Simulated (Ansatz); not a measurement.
Ti8C5

Input

```
crystal:
  lattice:
    - [3.0642021115, 1.7691179139, 4.9465676717]
    - [-3.0642021115, 1.7691179139, 4.9465676717]
    - [0.0, -3.5382358279, 4.9465676717]
  atoms:
    - { symbol: Ti, position: [0.24968831, 0.76317164, 0.24968831] }
    - { symbol: Ti, position: [0.24968831, 0.24968831, 0.76317164] }
    - { symbol: Ti, position: [0.76317164, 0.24968831, 0.24968831] }
    - { symbol: Ti, position: [0.23682836, 0.75031169, 0.75031169] }
    - { symbol: Ti, position: [0.75031169, 0.23682836, 0.75031169] }
    - { symbol: Ti, position: [0.75031169, 0.75031169, 0.23682836] }
    - { symbol: Ti, position: [0.24458575, 0.24458575, 0.24458575] }
    - { symbol: Ti, position: [0.75541425, 0.75541425, 0.75541425] }
    - { symbol: C, position: [0.0, 0.0, 0.5] }
    - { symbol: C, position: [0.5, 0.0, 0.0] }
    - { symbol: C, position: [0.0, 0.5, 0.0] }
    - { symbol: C, position: [0.5, 0.5, 0.5] }
    - { symbol: C, position: [0.0, 0.0, 0.0] }
basis:
  ecutwfc: 500
kpoints:
  mp_grid: { grid: [6, 6, 6] }
hamiltonian:
  xc: r2scan
scf:
  occupations: { method: gaussian, width: 0.1 }
output:
  forces: true
  stress: true
  eigenvalues: true
  write_density: true
  write_potential: true
  elf: true
  volumetric_format: npy
relax:
  adjacent_minimum: "off"
  f_tol: 0.01
  max_steps: 40
```

Launched as:

```sh
ansatz run input.yaml --threads 4 --pin off --max-ram 10240MiB --backend cpu --events-out ev --progress --plain --runs-dir out
```

Below, planes, directions and counts refer to the conventional cell (a = 6.13 Å, b = 6.13 Å, c = 14.84 Å, α = 90.00°, β = 90.00°, γ = 120.00°).

Space group R-3m; a structure from a database of computed crystals, not necessarily the ambient phase; computed without spin polarisation.

Theory: Ansatz 0.2.0, DFT r2SCAN, scalar-relativistic, plane waves, PAW.

The density is the valence pseudo-density of a PAW calculation; it isn't the true density close to the nuclei.

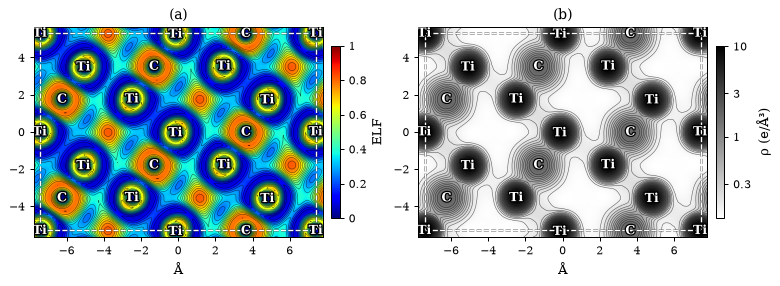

Figure 1. (a) electron localisation function; (b) valence pseudo-density on the (110) plane of the conventional cell.

Read the bonding off the picture.

Answer. The plane passes through Ti and C nuclei. Ti–C (2.10 Å): ρ is about 0.57 e/Å³ halfway; the ELF peaks at about 0.80 in the valence shell of C, 0.7 Å from its nucleus, and is about 0.25 at the midpoint. Ti–Ti (2.97 Å): ρ is about 0.21 e/Å³ halfway; the ELF is about 0.20 at the midpoint (no localised pair shows between them). Ti–Ti (3.12 Å): the density is about 0.18 e/Å³ at the midpoint; the ELF is about 0.30 at the midpoint; no localised pair shows between them. Between the atoms the lowest density in this plane is 0.13 e/Å³. The ELF has a maximum of about 0.80 in the space between the atoms, 2.2 Å from six Ti atoms, on no atom or two-centre bond. The features right at Ti lie inside the PAW spheres, where the map follows smoothed inner orbitals and isn't to be read closely.

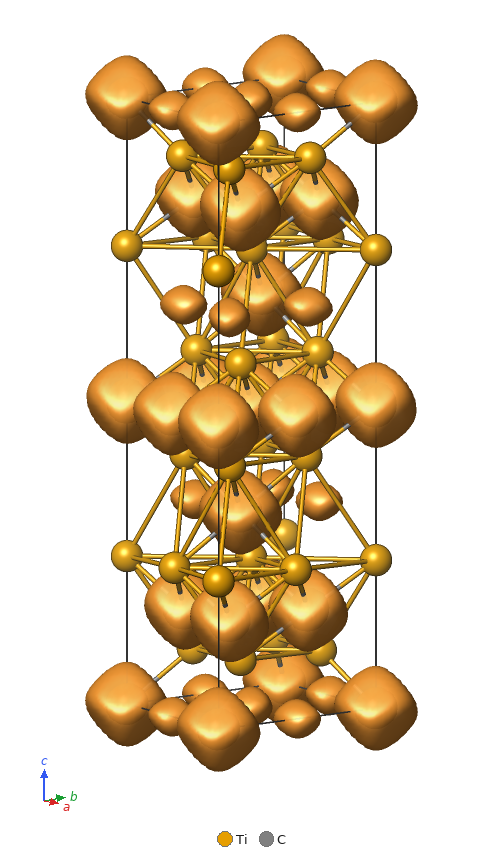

Figure 2. Isosurface of the ELF at 0.7 (orange), seen slightly off an axis. Only the valence region is drawn (cores and ρ < 0.01 e/Å³ removed). Sticks mark near contacts.

Describe the localisation domains.

Answer. At this value the surface marks out 15 regions wrapped around C (the valence shell of each) and nine pockets between the atoms, centred on no nucleus (multi-centre or interstitial), counted in one cell of 39 atoms. Regions shared between cells count once. Profiles from the grid: Ti–Ti (2.89 Å): the ELF is about 0.20 at the midpoint (no localised pair shows between them).

Does the calculation give a band gap?

Answer. It is metallic or semimetallic at this level of theory: no gap opens.
